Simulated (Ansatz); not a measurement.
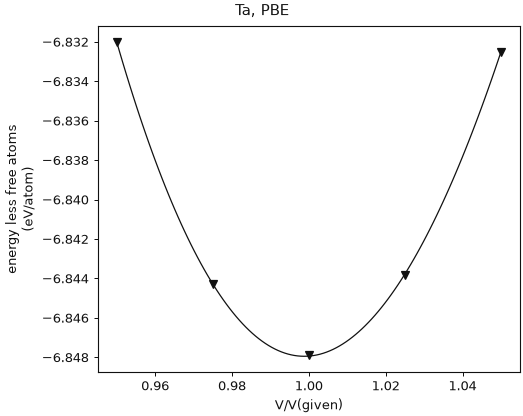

Plotted: energy less free atoms against V/V(given) for Ta, space group Fd-3m (No. 227).

The given structure:
```xyz
2
Lattice="0.0000 3.0533 3.0533 3.0533 0.0000 3.0533 3.0533 3.0533 0.0000" Properties=species:S:1:pos:R:3 pbc="T T T"
Ta    0.0000    0.0000    0.0000
Ta    1.5266    1.5266    1.5266
```

Calculation (Ansatz 0.2.0): periodic Kohn-Sham DFT of a crystal at fixed atoms, scaled to the stated factor times the given cell; pressure positive in compression, energy less spherical unpolarised free atoms. Level: PBE.

method all-electron LAPW; relativity scalar; k mesh 9×9×9; occupations Fermi–Dirac; smearing width 0.03 eV; basis error target 0.25 (meV/atom); nucleus Gaussian.

V(given) is 28.46 Å³/atom.

From this curve and the settings, what does the calculation give for the pressure at the same points?

The pressure falls from 3.775 GPa at V/V(given) 0.950 to −3.276 GPa at 1.050, and changes sign near 0.999.

| V/V(given) | pressure (GPa) |
| --- | --- |
| 0.950 | 3.775 |
| 0.975 | 1.767 |
| 1.000 | −0.085 |
| 1.025 | −1.765 |
| 1.050 | −3.276 |

Caveats: no spin-orbit coupling on heavy atoms.
